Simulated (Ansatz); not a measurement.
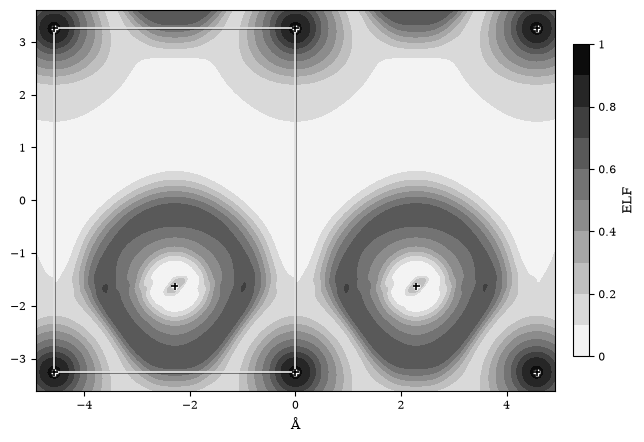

The ELF on a plane through atoms (crosses mark nuclei in the plane).

These are results of Ansatz 0.2.0, DFT HSE06, spin-orbit coupling, plane waves, PAW, not measurements.

Candidates:
A. CdTe, a = 4.57 Å, b = 4.57 Å, c = 6.51 Å, α = 90.00°, β = 90.00°, γ = 90.00°. Space group I-4m2; a generated structure, not necessarily the stable one.
B. Si, a = 5.43 Å, b = 5.43 Å, c = 5.43 Å, α = 90.00°, β = 90.00°, γ = 90.00°. Space group Fd-3m; a generated structure, not necessarily the stable one.

Question: Which candidate gave the map?

Answer: Candidate A: CdTe on the (010) plane of the conventional cell, which holds Cd and Te. Cd–Te (2.81 Å): the ELF is about 0.50 at the midpoint.
